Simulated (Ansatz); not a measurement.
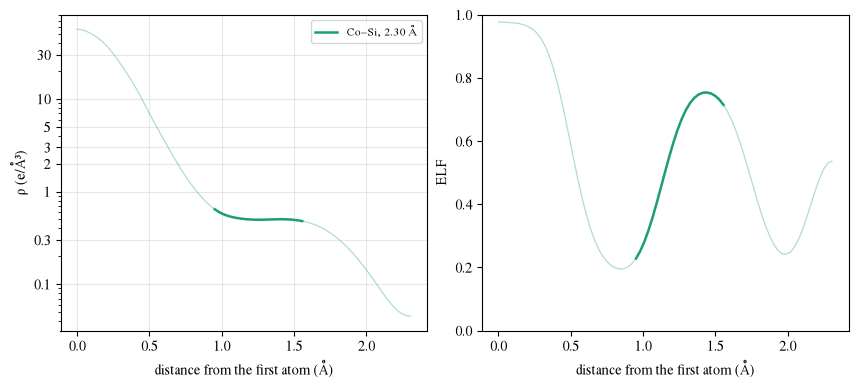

Figure 1: CoSi$_{2}$. Valence pseudo-density and electron localisation function along straight lines between neighbouring atoms. Thin, pale parts lie inside the atomic spheres.

Space group Cm; changed on purpose from its base cell (atoms moved at random by about 0.05 A); computed pressure about −4 GPa in this cell; the program warned that a starting moment wasn't kept; spin-polarised, but the moments vanished.

These are results of Kohn-Sham DFT of a periodic cell, PBEsol, Ansatz PAW in Ansatz 0.2.0, not measurements.

Core electrons are frozen (PAW), and the valence fields are smoothed inside the atomic spheres.

What can be read from the curves?

Answer. Co–Si (2.30 Å): ρ is about 0.51 e/Å³ halfway; the ELF peaks at about 0.75 in the valence shell of Si, 0.9 Å from its nucleus, and is about 0.50 at the midpoint.
